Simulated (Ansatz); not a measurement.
## Electronic structure of Si₁₆Ge (cell with a defect) in real space

```
CELL_PARAMETERS angstrom
0.00000 5.43000 5.43000
5.43000 0.00000 5.43000
5.43000 5.43000 0.00000
ATOMIC_POSITIONS crystal
Si 0.00012 0.00052 0.99966
Si 0.12408 0.12456 0.12438
Si 0.00301 0.00343 0.49675
Si 0.12411 0.12451 0.62693
Si 0.00526 0.49540 0.00480
Si 0.12486 0.62781 0.12360
Si 0.00542 0.49522 0.49430
Si 0.13678 0.61787 0.62244
Si 0.49479 0.00588 0.00496
Si 0.62741 0.12528 0.12364
Si 0.49494 0.00571 0.49445
Si 0.61743 0.13731 0.62279
Si 0.49723 0.49765 0.00252
Si 0.62290 0.62375 0.13649
Si 0.49997 0.50051 0.49970
Si 0.62329 0.62333 0.61677
Ge 0.74992 0.75054 0.74971
```

PAW files of the earlier set (soft_1).

These are results of Ansatz 0.2.0, DFT PBE-D3(BJ), scalar-relativistic, plane waves, PAW, not measurements.

The density is the valence pseudo-density of a PAW calculation; it isn't the true density close to the nuclei.

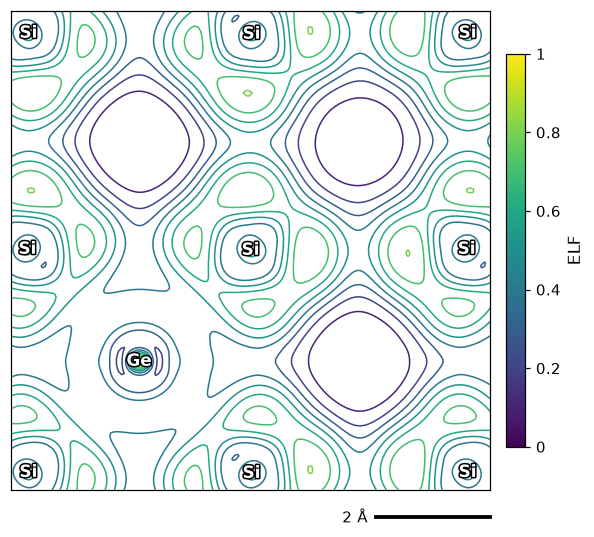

Figure 1. ELF on the (011) plane of the calculation cell.

What does the map show?

Answer.
- The section cuts through Si and Ge sites.
- Si–Ge (2.75 Å): the ELF peaks at about 0.60 in the valence shell of Si, 0.9 Å from its nucleus, and is about 0.45 at the midpoint.
- The features right at Ge lie inside the PAW spheres, where the map follows smoothed inner orbitals and isn't to be read closely.

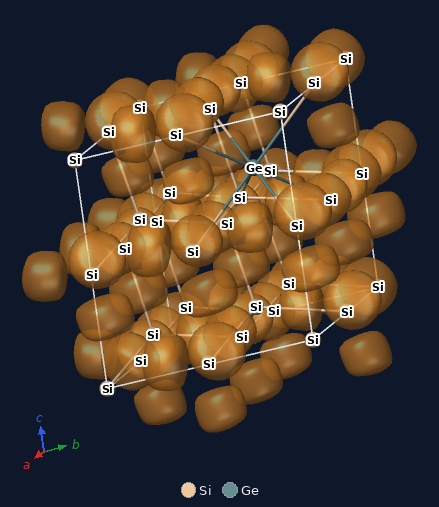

Figure 2. Isosurface of the electron localisation function at 0.75 (orange), seen slightly off an axis. Only the valence region is drawn (cores and ρ < 0.01 e/Å³ removed). Sticks mark near contacts.

Describe the localisation domains.

Answer. The ELF exceeds this value in 32 regions between bonded Si–Si atoms (shared pairs), counted in one cell of 17 atoms. Regions shared between cells count once. Along the contacts the grid gives the following. Si–Si (2.28 Å): the ELF peaks at about 0.95 between the atoms. Si–Ge (2.43 Å): the ELF peaks at about 0.60 in the valence shell of Si, 1.0 Å from its nucleus, and is about 0.55 at the midpoint.
